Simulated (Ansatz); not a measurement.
Input

```
crystal:
  lattice:
    - [3.930777878, 0.0, 0.0]
    - [-1.965388939, 3.404153499, 0.0]
    - [0.0, 0.0, 6.11195352]
  atoms:
    - { symbol: La, position: [0.3333333333, 0.6666666667, 0.24623568] }
    - { symbol: La, position: [0.6666666667, 0.3333333333, 0.75376432] }
    - { symbol: O, position: [0.0, 0.0, 0.0] }
    - { symbol: O, position: [0.3333333333, 0.6666666667, 0.64589065] }
    - { symbol: O, position: [0.6666666667, 0.3333333333, 0.35410935] }
hamiltonian:
  xc: lda
  pseudopotentials: { kind: paw }
kpoints:
  mp_grid: { grid: [8, 8, 5] }
scf:
  occupations: { method: fermi_dirac, width: 0.05 }
output:
  forces: true
  stress: true
  eigenvalues: true
  write_density: true
  write_potential: true
  elf: true
  volumetric_format: npy
relax:
  f_tol: 0.01
  max_steps: 40
  cell: { stress_tol: 0.05 }
```

Launched as:

```sh
ansatz run input.yaml --threads 2 --pin off --max-ram 5632MiB --backend cpu --events-out ev --progress --plain --runs-dir out
```

Below, planes, directions and counts refer to the conventional cell (a = 3.88 Å, b = 3.88 Å, c = 5.95 Å, α = 90.00°, β = 90.00°, γ = 120.00°).

The fields are those of the run's last geometry, not of the input's.

Space group P-3m1; a structure from a database of computed crystals, not necessarily the ambient phase.

The calculation used Kohn-Sham DFT of a periodic cell, LDA, Ansatz PAW in Ansatz.

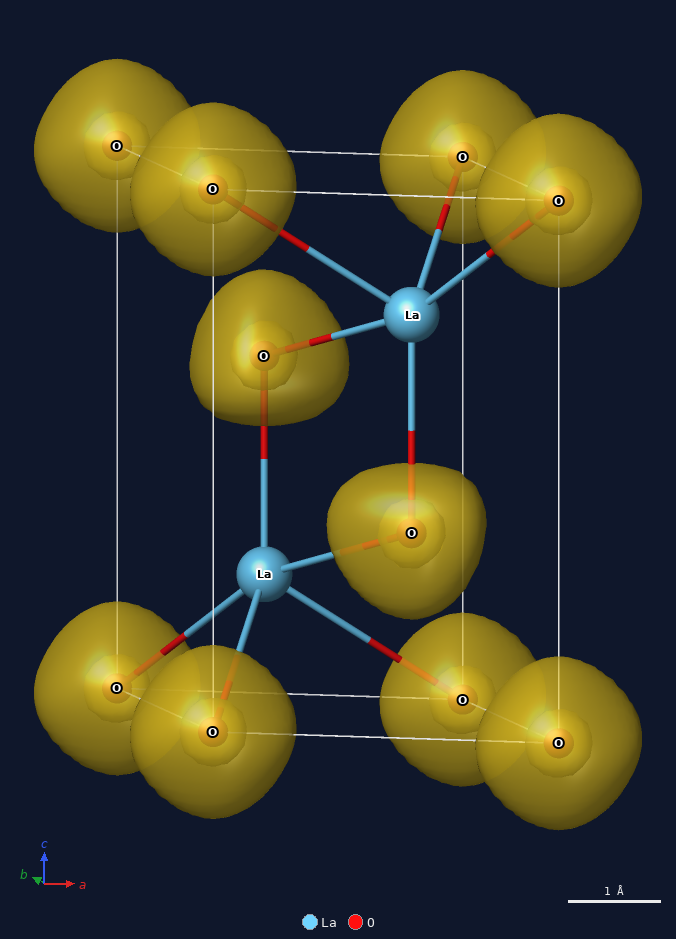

La$_{2}$O$_{3}$. Isosurface of the ELF at 0.7 (yellow), seen slightly off an axis. Core shells and regions of very low density are left out. Sticks mark near contacts.

### Where are the electrons localised?

The ELF exceeds this value in three regions wrapped around O (the valence shell of each), counted in one cell of 5 atoms. Any copies at cell faces, edges or corners count once. Profiles from the grid: La–O (2.33 Å): the ELF is about 0.30 at the midpoint; a closed-shell, largely ionic contact. La–O (2.40 Å): the ELF is about 0.25 at the midpoint: a largely ionic contact.
